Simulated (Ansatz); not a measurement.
## W: a changed input and its effect

System: W (Pm-3m, 1 atom in the cell).
Method of run 1: DFT PBE, scalar-relativistic, plane waves, PAW, no spin polarisation (Ansatz 0.2.0).

The structure derives from an entry of the Crystallography Open Database. Text and figures count atoms from 1; the logs count them from 0 in places.

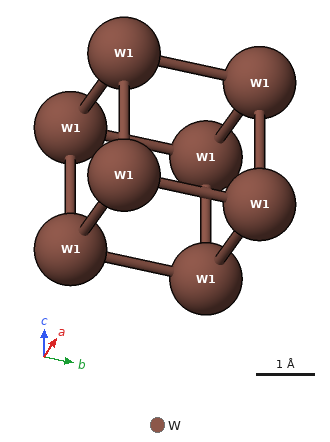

Figure 1. The structure as given in the input (ball-and-stick view of the cell of the calculation, seen at an oblique angle; atoms are numbered from 1 in the order of the input). Near neighbours in the crystal (not all of them lie inside the picture): W has 6 W at 2.54 Å.

### Input, run 1
```yaml
crystal:
  lattice:
    - [-0.8451852334, 1.6903704669, 1.6903704669]
    - [1.6903704669, -0.8451852334, 1.6903704669]
    - [1.6903704669, 1.6903704669, -0.8451852334]
  atoms:
    - { symbol: W, position: [0.0, 0.0, 0.0] }
basis:
  ecutwfc: 420
kpoints:
  mp_grid: { grid: [24, 24, 24] }
hamiltonian:
  xc: pbe
scf:
  occupations: { method: gaussian, width: 0.15 }
output:
  forces: true
  stress: true
  eigenvalues: true
  write_density: true
  write_potential: true
  elf: true
  volumetric_format: npy
```

Launched with:
```bash
ansatz run input.yaml --threads 1 --pin off --max-ram 2560MiB --backend cpu --events-out ev --progress --plain --runs-dir out
```

Hardware: 1 thread of Arm Neoverse V2, 24 GiB of memory available, shared host.

### Output, shortened to warnings, some set-up lines, iterations and results (run 1)
```
Basis set: ecut = 420 eV, 305 PW (Γ), exchange–correlation on 36×36×36 points (8 copies of the dense FFT grid, shifted against one another)
Symmetry: 48 space group operations
k-points: 455 of 13824
Initial density: superposition of atomic densities (neutral atoms: chi_scale 0, normalization atom), corrected by the library's trained network
[...]
SCF iter   1: F=—  HF=-10383.195943 eV  |F-HF|=—  |Δ(HF+E_count)|=         —  Δρ=4.23e-3  dr2=1.42e-3  ethr=1.77e-3  ⟨swp⟩=5.0  Hψ=26852  notcnv=0
SCF iter   2: F=—  HF=-10383.195983 eV  |F-HF|=—  |Δ(HF+E_count)|=   3.98e-5  Δρ=2.58e-3  dr2=4.92e-4  ethr=1.02e-5  ⟨swp⟩=1.9  Hψ=9497  notcnv=0
SCF iter   3: F=—  HF=-10383.196213 eV  |F-HF|=—  |Δ(HF+E_count)|=   2.30e-4  Δρ=3.73e-4  dr2=2.24e-5  ethr=3.51e-6  ⟨swp⟩=1.7  Hψ=5577  notcnv=0
SCF iter   4: F=—  HF=-10383.196181 eV  |F-HF|=—  |Δ(HF+E_count)|=   3.21e-5  Δρ=1.18e-4  dr2=1.01e-6  ethr=1.60e-7  ⟨swp⟩=2.7  Hψ=7330  notcnv=0
SCF iter   5: F=—  HF=-10383.196181 eV  |F-HF|=—  |Δ(HF+E_count)|=   3.34e-7  Δρ=4.33e-5  dr2=2.63e-7  ethr=7.21e-9  ⟨swp⟩=2.0  Hψ=8007  notcnv=0
SCF iter   6: F=-10383.196181 eV  HF=-10383.196181 eV  |F-HF|=1.13e-8  |Δ(HF+E_count)|=   1.15e-7  Δρ=9.76e-6  dr2=1.36e-8  ethr=7.14e-10  ⟨swp⟩=9.5  Hψ=32246  notcnv=0
SCF 1 converged in 6 iterations: F = -10383.196181 eV  dr2 = 1.36e-8
SCF converged after 6 iterations
Free energy (F): -10383.196181 eV
Harris-Foulkes:  -10383.196181 eV  (|F-HF|=1.13e-8)
Internal energy: -10383.185010 eV  (E = F + TS)
E sigma→0 (E₀):  -10383.190595 eV
Entropy (-TS):   -0.011171 eV (-11.171 meV/atom)
Fermi energy:    21.837252 eV
--- Per-component energies (eV) ---
  E_band       = -90.822395
  E_kinetic    = 453.643219
  E_local      = -678.474354  (includes V_loc(G=0)·N_el)
  E_nonlocal   = 3.765132
  E_hartree    = 247.785972
  E_xc         = -267.341620
  E_vxc        = -239.415076  (∫ρ·V_xc dr)
  E_paw        = -8563.463443  (= ΣΔE_a)
  E_vpaw       = -125.909623  (= ΣTr[D̂ρ^β])
  E_aug_tail   = -0.000065  (compensation charges beyond the density's cutoff)
  E_ewald      = -1579.099850
  E_smearing   = -0.011171  (= −TS)
  E_closure    = -0.000000  (closes the sum)
  Σ components = -10383.196181   (vs F -10383.196181, Δ=0.00e0)
--- Forces (eV/Å), atoms counted from 1 ---
  atom   1  W     -0.00000000    -0.00000000    -0.00000000
  max |Σ_I F_I| component: 1.44e-32 eV/Å
--- Stress (GPa, compression-positive) ---
       32.431093       0.000000      -0.000000
        0.000000      32.431093      -0.000000
       -0.000000      -0.000000      32.431093
  P = ⅓ Tr σ = 32.4311 GPa (324.311 kbar)
```

For run 2 the input was changed thus:
```diff
+  mixing: { algorithm: anderson, beta: 0.001, ndim: 1 }
+  max_iter: 100
-  write_density: true
-  write_potential: true
-  elf: true
-  volumetric_format: npy
```

What does this change do to the results?

Both reach the same energy, so the change doesn't alter the result. The SCF takes 35 iterations against 6. On the same kind of shared host run 2 took about 3.7 times as long.

### Output, shortened to warnings, some set-up lines, iterations and results (run 2)
```
Basis set: ecut = 420 eV, 305 PW (Γ), exchange–correlation on 36×36×36 points (8 copies of the dense FFT grid, shifted against one another)
Symmetry: 48 space group operations
k-points: 455 of 13824
Initial density: superposition of atomic densities (neutral atoms: chi_scale 0, normalization atom), corrected by the library's trained network
[...]
SCF iter   1: F=—  HF=-10383.195943 eV  |F-HF|=—  |Δ(HF+E_count)|=         —  Δρ=4.23e-3  dr2=1.42e-3  ethr=1.77e-3  ⟨swp⟩=5.0  Hψ=26852  notcnv=0
SCF iter   2: F=—  HF=-10383.195626 eV  |F-HF|=—  |Δ(HF+E_count)|=   3.18e-4  Δρ=4.21e-3  dr2=1.34e-3  ethr=1.02e-5  ⟨swp⟩=1.8  Hψ=9344  notcnv=0
SCF iter   3: F=—  HF=-10383.195629 eV  |F-HF|=—  |Δ(HF+E_count)|=   3.74e-6  Δρ=4.21e-3  dr2=1.34e-3  ethr=9.60e-6  ⟨swp⟩=1.0  Hψ=4966  notcnv=0
SCF iter   4: F=—  HF=-10383.195630 eV  |F-HF|=—  |Δ(HF+E_count)|=   1.05e-6  Δρ=4.21e-3  dr2=1.34e-3  ethr=9.59e-6  ⟨swp⟩=1.0  Hψ=4966  notcnv=0
SCF iter   5: F=—  HF=-10383.195631 eV  |F-HF|=—  |Δ(HF+E_count)|=   1.02e-6  Δρ=4.20e-3  dr2=1.34e-3  ethr=9.57e-6  ⟨swp⟩=1.0  Hψ=4966  notcnv=0
[... 26 lines ...]
SCF iter  32: F=—  HF=-10383.196208 eV  |F-HF|=—  |Δ(HF+E_count)|=   5.86e-4  Δρ=5.96e-4  dr2=6.14e-5  ethr=7.14e-6  ⟨swp⟩=3.0  Hψ=42335  notcnv=0
SCF iter  33: F=—  HF=-10383.196181 eV  |F-HF|=—  |Δ(HF+E_count)|=   2.69e-5  Δρ=5.19e-5  dr2=1.38e-7  ethr=4.38e-7  ⟨swp⟩=2.1  Hψ=24866  notcnv=0
SCF iter  34: F=-10383.196181 eV  HF=-10383.196181 eV  |F-HF|=1.00e-10  |Δ(HF+E_count)|=   5.21e-8  Δρ=1.23e-6  dr2=2.24e-10  ethr=7.14e-10  ⟨swp⟩=3.0  Hψ=16333  notcnv=0
SCF iter  35: F=-10383.196181 eV  HF=-10383.196181 eV  |F-HF|=9.28e-11  |Δ(HF+E_count)|=  5.46e-12  Δρ=1.23e-6  dr2=2.24e-10  ethr=1.60e-12  ⟨swp⟩=1.0  Hψ=16831  notcnv=0
SCF 1 converged in 35 iterations: F = -10383.196181 eV  dr2 = 2.24e-10
SCF converged after 35 iterations
Free energy (F): -10383.196181 eV
Harris-Foulkes:  -10383.196181 eV  (|F-HF|=9.28e-11)
Internal energy: -10383.185010 eV  (E = F + TS)
E sigma→0 (E₀):  -10383.190595 eV
Entropy (-TS):   -0.011171 eV (-11.171 meV/atom)
Fermi energy:    21.837336 eV
--- Per-component energies (eV) ---
  E_band       = -90.820392
  E_kinetic    = 453.641981
  E_local      = -678.471499  (includes V_loc(G=0)·N_el)
  E_nonlocal   = 3.764663
  E_hartree    = 247.784228
  E_xc         = -267.341426
  E_vxc        = -239.414875  (∫ρ·V_xc dr)
  E_paw        = -8563.463041  (= ΣΔE_a)
  E_vpaw       = -125.909330  (= ΣTr[D̂ρ^β])
  E_aug_tail   = -0.000065  (compensation charges beyond the density's cutoff)
  E_ewald      = -1579.099850
  E_smearing   = -0.011171  (= −TS)
  E_closure    = -0.000000  (closes the sum)
  Σ components = -10383.196181   (vs F -10383.196181, Δ=0.00e0)
--- Forces (eV/Å), atoms counted from 1 ---
  atom   1  W      0.00000000     0.00000000     0.00000000
  max |Σ_I F_I| component: 2.63e-31 eV/Å
--- Stress (GPa, compression-positive) ---
       32.431741       0.000000      -0.000000
        0.000000      32.431741      -0.000000
       -0.000000      -0.000000      32.431741
  P = ⅓ Tr σ = 32.4317 GPa (324.317 kbar)
```

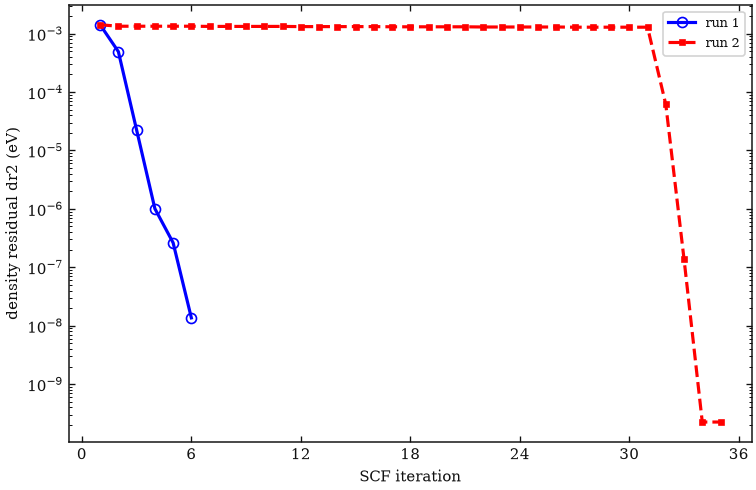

Figure 2. Convergence of the two runs: density residual dr2 against the SCF iteration. Run 1 takes 6 iterations in all, and run 2 takes 35.

### The two runs side by side

```tsv
quantity	run 1	run 2
outcome	converged	converged
free energy per atom (eV)	−10383.1962	−10383.1962
energy per atom, smearing taken to zero (eV)	−10383.1906	−10383.1906
gap on the mesh (eV)	0.00	0.00
pressure (GPa)	32.43	32.43
largest force (eV/Å)	0.000	0.000
SCF iterations	6	35
irreducible k-points	455	455
plane waves at Γ	305	305
wall time (shared host)	5.2 s	19 s
```

For run 1: Spin–orbit coupling is left out, which matters for W. The cell is under a pressure of 32 GPa at this level, so it is not at its equilibrium volume. For run 2: This input holds a deliberate fault: mixing far too weak (`scf.mixing`). It did no harm here: the run converged to the energy of the sound run within 1 meV per atom.
